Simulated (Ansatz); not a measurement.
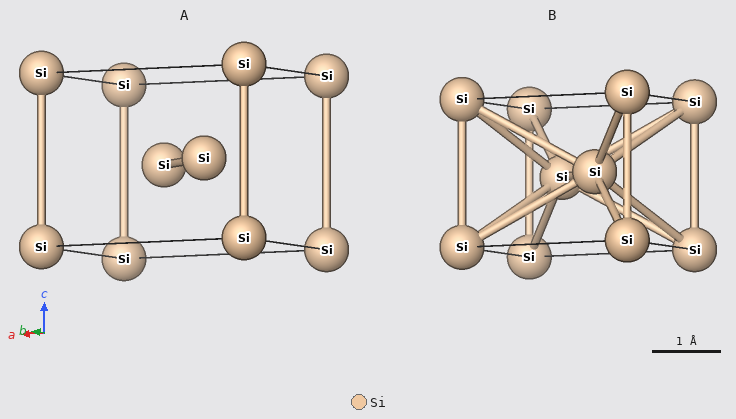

Two geometries of solid Si (a generated structure, set up in P6/mmm) (coarse preliminary run), drawn at one scale. One is the start of a relaxation, the other its converged end. The picture is a ball-and-stick view of the cell of the calculation, seen from a free direction.

Level of theory: DFT r2SCAN, scalar-relativistic, plane waves, PAW in Ansatz. (plane-wave cutoff 500 eV; k-point mesh 6 × 6 × 8; occupations gaussian; smearing width 0.1 eV; no spin polarisation; cell and atoms relaxed; force threshold 0.05 eV/Å; at most 60 steps)

Q: Which one is relaxed?

A: Structure A is the relaxed one. Case: Ti → Si on all its sites, cell and atoms relaxed. No atom moves by more than 0.005 Å relative to the cell. The volume changes by +76.5 %, with a = b 3.571 → 4.379 Å (+22.6 %), c 2.208 → 2.592 Å (+17.4 %). Among the contacts that change: Si–Si 3.021 → 3.621 Å, Si–Si 2.339 → 2.841 Å, Si–Si 2.062 → 2.528 Å, Si–Si 2.208 → 2.592 Å. The space group stays P6/mmm (No. 191). Over 9 accepted moves (11 points after the start) the energy falls by 2192 meV per atom. All forces vanish by symmetry, so only the cell relaxes. Pressure: 188.76 GPa at the start and 0.08 GPa at the end. At 2 points the geometry stayed and the basis and grid were re-selected for the new cell (energy shift of 5.7 meV per atom at most each time). The run took 47 s on 1 thread of Intel(R) Xeon(R) Processor @ 2.50GHz (Skylake/Cascade Lake) (shared host), peak memory 0.42 GiB.
